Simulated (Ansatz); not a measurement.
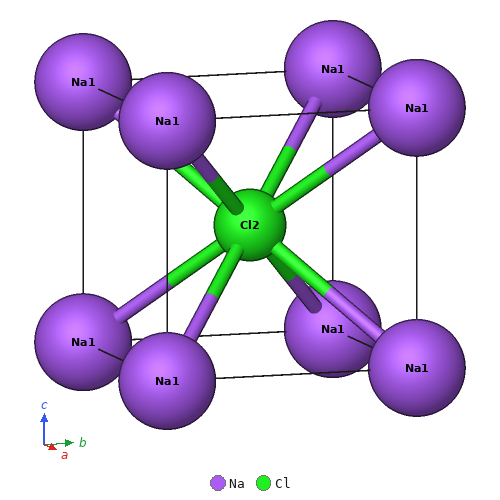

The system is NaCl (Pm-3m, No. 221; 2 atoms in the cell); the picture shows the reference structure. 
- The cell is strained homogeneously, by one strain along x and y and another along z, with fractional coordinates fixed (x, y and z along the cube axes).
- First axis: strain along x and y. Second axis: strain along z.
- Grid: 5 × 5 points.
- Points are written as (first, second).
- All energies are given in meV/atom relative to the lowest grid point.
- The reference cell is the one listed in the database, not relaxed at this level.
- Computed with DFT PBEsol, scalar-relativistic, plane waves, PAW (Ansatz). Settings: cutoff 420 eV, k-mesh 6×6×6, gaussian smearing 0.05 eV, no spin polarisation.

Its coordinates:

```
CELL_PARAMETERS angstrom
3.50219 0.00000 0.00000
0.00000 3.50219 0.00000
0.00000 0.00000 3.50219
ATOMIC_POSITIONS crystal
Na 0.00000 0.00000 0.00000
Cl 0.50000 0.50000 0.50000
```

Range: strain along x and y from −8 to 8 %; strain along z from −8 to 8 %.

What will the energy surface look like?

Answer. The lowest grid point is at (0 %, 0 %). The bottom of the well lies between grid points, at about (−2 %, −2 %), about 3.9 meV/atom lower on the interpolated surface. It is the only kind of minimum in the scanned range. The highest grid point, (8 %, 8 %), lies 107 meV/atom above the lowest. Round the minimum the two coordinates are nearly uncoupled. The gap on the k-mesh is 3.8 eV at the lowest point and runs from 2.6 to 4.8 eV over the map.

| strain along z ↓, strain along x and y → | −8 | −4 | 0 | 4 | 8 |
| --- | --- | --- | --- | --- | --- |
| 8 | 88 | 44 | 39 | 63 | 107 |
| 4 | 62 | 17 | 14 | 39 | 86 |
| 0 | 51 | 4 | 0 | 27 | 76 |
| −4 | 57 | 7 | 2 | 29 | 80 |
| −8 | 87 | 31 | 24 | 51 | 103 |

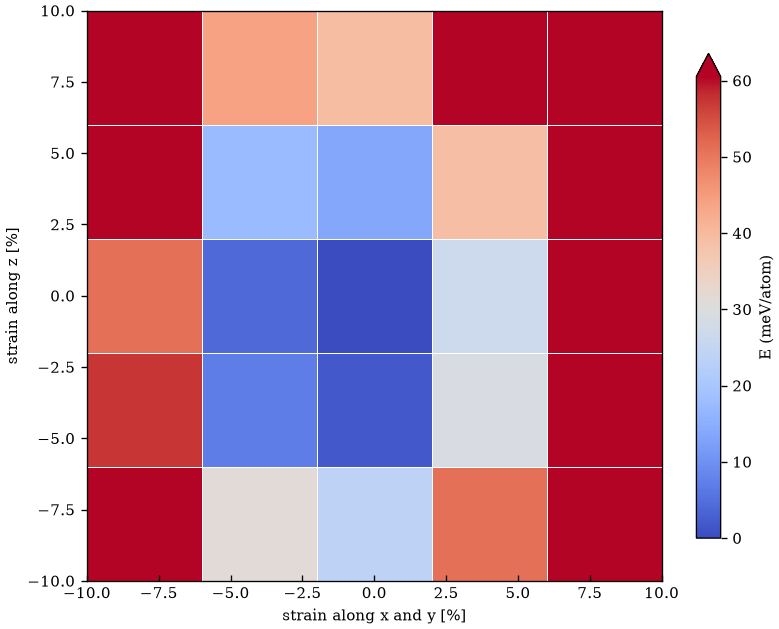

In the figure: one coloured cell a grid point, one colour for all values above the top of the scale.
